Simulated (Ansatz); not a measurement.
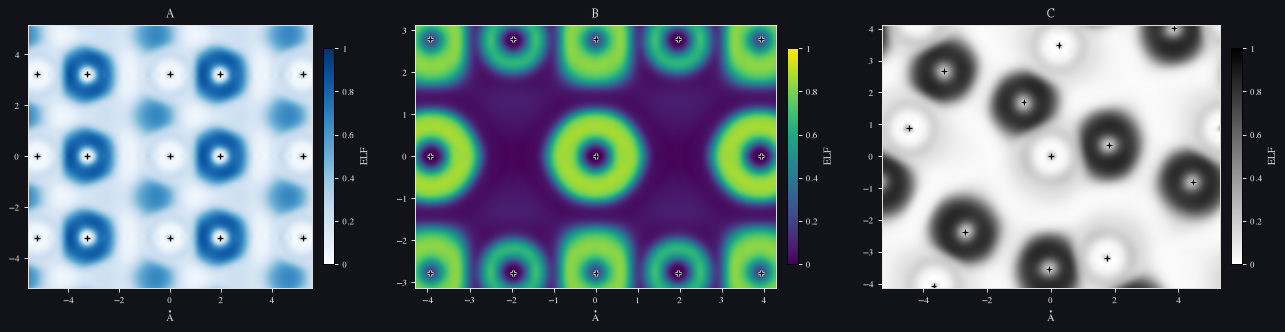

The electron localisation function of 3 systems, each on a plane through atoms (crosses mark nuclei in the plane).

Method: DFT PBE, scalar-relativistic, plane waves, PAW in Ansatz.

System 1: Ga2O3, the (111) plane of the calculation cell. Space group C2/m; a structure from a database of computed crystals, not necessarily the ambient phase.

```yaml
crystal:
  lattice:
    - [4.82911, -1.54165, 5.71516]
    - [6.22710, 4.62494, 0.00622]
    - [-1.39798, 6.16659, 5.70894]
  atoms:
    - { symbol: Ga, position: [0.84903, 0.83396, 0.83679] }
    - { symbol: Ga, position: [0.09903, 0.58396, 0.58679] }
    - { symbol: Ga, position: [0.59903, 0.08396, 0.08679] }
    - { symbol: Ga, position: [0.34903, 0.33396, 0.33679] }
    - { symbol: Ga, position: [0.90097, 0.41604, 0.41321] }
    - { symbol: Ga, position: [0.15097, 0.16604, 0.16321] }
    - { symbol: Ga, position: [0.65097, 0.66604, 0.66321] }
    - { symbol: Ga, position: [0.40097, 0.91604, 0.91321] }
    - { symbol: Ga, position: [0.03519, 0.78496, 0.17008] }
    - { symbol: Ga, position: [0.28519, 0.53496, 0.92008] }
    - { symbol: Ga, position: [0.78519, 0.03496, 0.42008] }
    - { symbol: Ga, position: [0.53519, 0.28496, 0.67008] }
    - { symbol: Ga, position: [0.71481, 0.46504, 0.07992] }
    - { symbol: Ga, position: [0.96481, 0.21504, 0.82992] }
    - { symbol: Ga, position: [0.46481, 0.71504, 0.32992] }
    - { symbol: Ga, position: [0.21481, 0.96504, 0.57992] }
    - { symbol: O, position: [0.99964, 0.00831, 0.74367] }
    - { symbol: O, position: [0.24964, 0.75831, 0.49367] }
    - { symbol: O, position: [0.74964, 0.25831, 0.99367] }
    - { symbol: O, position: [0.49964, 0.50831, 0.24367] }
    - { symbol: O, position: [0.75036, 0.24169, 0.50633] }
    - { symbol: O, position: [0.00036, 0.99169, 0.25633] }
    - { symbol: O, position: [0.50036, 0.49169, 0.75633] }
    - { symbol: O, position: [0.25036, 0.74169, 0.00633] }
    - { symbol: O, position: [0.08756, 0.56505, 0.34810] }
    - { symbol: O, position: [0.33756, 0.31505, 0.09810] }
    - { symbol: O, position: [0.83756, 0.81505, 0.59810] }
    - { symbol: O, position: [0.58756, 0.06505, 0.84810] }
    - { symbol: O, position: [0.66244, 0.68495, 0.90190] }
    - { symbol: O, position: [0.91244, 0.43495, 0.65190] }
    - { symbol: O, position: [0.41244, 0.93495, 0.15190] }
    - { symbol: O, position: [0.16244, 0.18495, 0.40190] }
    - { symbol: O, position: [0.42723, 0.89979, 0.68197] }
    - { symbol: O, position: [0.67723, 0.64979, 0.43197] }
    - { symbol: O, position: [0.17723, 0.14979, 0.93197] }
    - { symbol: O, position: [0.92723, 0.39979, 0.18197] }
    - { symbol: O, position: [0.32277, 0.35021, 0.56803] }
    - { symbol: O, position: [0.57277, 0.10021, 0.31803] }
    - { symbol: O, position: [0.07277, 0.60021, 0.81803] }
    - { symbol: O, position: [0.82277, 0.85021, 0.06803] }
```

System 2: GaN, the (11̄0) plane of the conventional cell. Space group P6₃mc; a structure from a database of computed crystals, not necessarily the ambient phase.

```
CELL_PARAMETERS angstrom
3.21837 0.00000 0.00000
-1.60919 2.78719 0.00000
0.00000 0.00000 5.24317
ATOMIC_POSITIONS crystal
Ga 0.66667 0.33333 0.49913
Ga 0.33333 0.66667 0.99913
N 0.66667 0.33333 0.87587
N 0.33333 0.66667 0.37587
```

System 3: SrTiO3, the (110) plane of the conventional cell. Space group Pm-3m; a structure from a database of computed crystals, not necessarily the ambient phase; computed without spin polarisation.

```cif
data_structure
_symmetry_space_group_name_H-M 'P 1'
_symmetry_Int_Tables_number 1
_cell_length_a 3.9364
_cell_length_b 3.9364
_cell_length_c 3.9364
_cell_angle_alpha 90.000
_cell_angle_beta 90.000
_cell_angle_gamma 90.000
_cell_volume 61.00
loop_
_atom_site_label
_atom_site_type_symbol
_atom_site_fract_x
_atom_site_fract_y
_atom_site_fract_z
_atom_site_occupancy
Sr1 Sr 0.00000 0.00000 0.00000 1
Ti1 Ti 0.50000 0.50000 0.50000 1
O1 O 0.50000 0.00000 0.50000 1
O2 O 0.50000 0.50000 0.00000 1
O3 O 0.00000 0.50000 0.50000 1
```

Which map belongs to which system?

Panel A is system 2, GaN: the plane holds Ga and N. Ga–N (1.98 Å): the ELF peaks at about 0.85 in the valence shell of N, 0.7 Å from its nucleus, and is about 0.45 at the midpoint. Panel B is system 3, SrTiO3: the plane holds Sr, Ti and O. Ti–O (1.97 Å): the ELF peaks at about 0.85 in the valence shell of O, 0.6 Å from its nucleus, and is about 0.20 at the midpoint: no localised pair shows between them. Panel C is system 1, Ga2O3: the plane holds Ga and O. Ga–O (1.86 Å): the ELF peaks at about 0.80 in the valence shell of O, 0.6 Å from its nucleus, and is about 0.40 at the midpoint.
